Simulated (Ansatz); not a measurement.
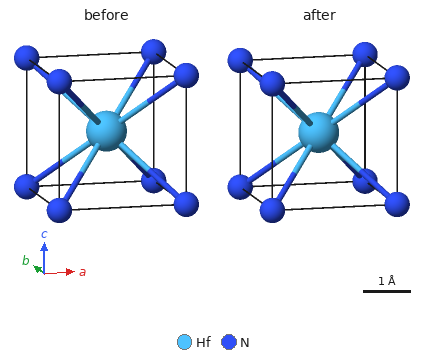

The structure of a crystal of HfN (a generated structure, set up in Pm-3m) before (left) and after (right) a relaxation, at one scale.

A ball-and-stick model of the cell of the calculation, seen slightly off an axis.

The run lets cell and atoms move.

Computed with Ansatz 0.2.0, Kohn-Sham DFT of a periodic cell, PBEsol0, Ansatz PAW.

Input file:
```yaml
crystal:
  lattice:
    - [2.82503, 0.0, 0.0]
    - [0.0, 2.82503, 0.0]
    - [0.0, 0.0, 2.82503]
  atoms:
    - { symbol: Hf, position: [0.5, 0.5, 0.5] }
    - { symbol: "N", position: [0.0, 0.0, 0.0] }
hamiltonian:
  xc: { exchange: pbesol, correlation: pbesol, exx: { coeff: 0.25 } }
  pseudopotentials: { kind: paw }
kpoints:
  mp_grid: { grid: [5, 5, 5] }
scf:
  occupations: { method: fermi_dirac, width: 0.05 }
output:
  forces: true
  stress: true
  eigenvalues: true
relax:
  f_tol: 0.01
  max_steps: 40
  cell: { stress_tol: 0.05 }
```

**Describe what moved and what it gained.**

The atoms keep their places relative to the cell (all moves are under 0.005 Å). The volume changes by −5.0 %, with a = b = c 2.825 → 2.777 Å (−1.7 %). Near-neighbour distances that change, for instance: Hf–Hf 2.825 → 2.777 Å, Hf–N 2.447 → 2.405 Å. The space group stays Pm-3m (No. 221). The energy falls by 23.5 meV per atom in 4 accepted moves (6 points after the start). All forces vanish by symmetry, so only the cell relaxes. Pressure: −12.83 GPa at the start and 0.00 GPa at the end. The SCF was repeated twice at an unchanged geometry on a basis and grid sized afresh for the cell, which shifted the energy by 1.1 meV per atom at most.

Limits of the set-up: the k-point mesh is coarse for a cell with partly filled bands.
